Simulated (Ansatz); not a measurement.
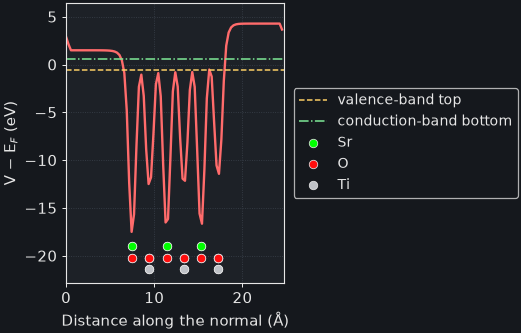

What does the plot show?

Plane-averaged electrostatic potential energy of an electron across the slab; circles at the bottom mark the heights of the atoms. System: a (001) slab cut from SrTiO$_{3}$ (I4/mcm), unrelaxed, ended by TiO₂ above and SrO below, 30 atoms in the cell. Method: DFT PBEsol, scalar-relativistic, plane waves, PAW, no spin polarisation, 5×5×1 k mesh, 420 eV cutoff (Ansatz 0.2.0).

From the vacuum level at the right face the ionisation potential is 4.85 eV and the electron affinity 3.73 eV; at the left face they are 2.05 and 0.94 eV. The slab's gap, their difference before rounding, is 1.11 eV. The vacuum level is 2.79 eV higher at the right than at the left, so the slab carries a dipole along its normal; the ramp in the vacuum, at or near the edge of the plot, is the dipole correction that keeps each side flat. The outermost atoms are 9.8 Å apart, which leaves 15.0 Å of vacuum in a cell 24.8 Å high.

The atoms aren't at rest in this cell (largest force 2.1 eV/Å), so the relaxed material can differ.
